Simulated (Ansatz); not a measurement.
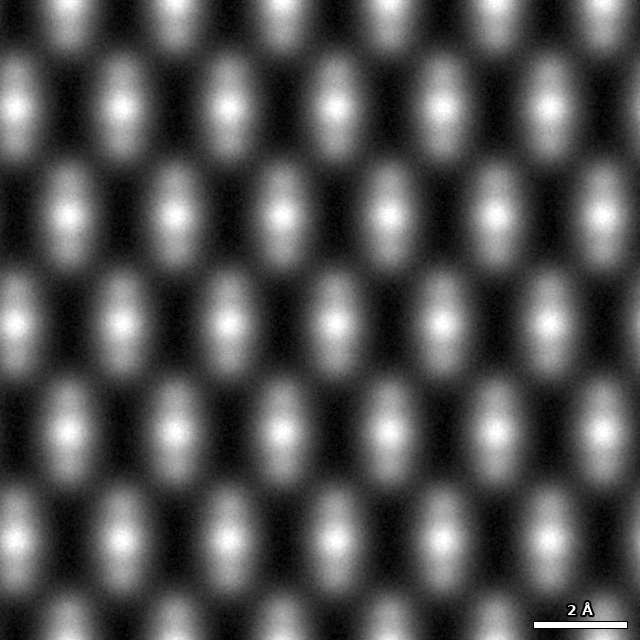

Integrated-DPC-like image of Si (P6_3/mmc, No. 194). Simulated as the projected potential of neutral atoms (B = 0.5 Å²) blurred by a 0.50 Å probe, the thin-sample limit of integrated differential phase contrast. The display is stretched by a gamma of 0.8; percentages refer to the linear signal. Shot noise was added. Structure: coordinates from a relaxation with DFT, RPBE, plane waves (420 eV) with PAW, scalar-relativistic in Ansatz; the starting structure was generated, so it need not be a known form of this composition.

Space group P6_3/mmc (No. 194). a = 2.730 Å, b = 2.730 Å, c = 9.057 Å, α = 90.00°, β = 90.00°, γ = 120.00°
| atom | site | symmetry | x | y | z |
| --- | --- | --- | --- | --- | --- |
| Si | 2a | -3m. | 0.0000 | 0.0000 | 0.0000 |
| Si | 2c | -6m2 | 0.3333 | 0.6667 | 0.2500 |

Along which zone axis is the crystal seen: [100], [001], [201] or [311]? (Directions equivalent by symmetry count as one.)

[201]. The projected cells are 2.36 × 9.06 Å, 90° for [100]; 2.73 × 2.73 Å, 120° for [001]; 2.34 × 2.64 Å, 116° for [201]; 2.21 × 2.41 Å, 108° for [311], and the image repeats as the [201] one does.
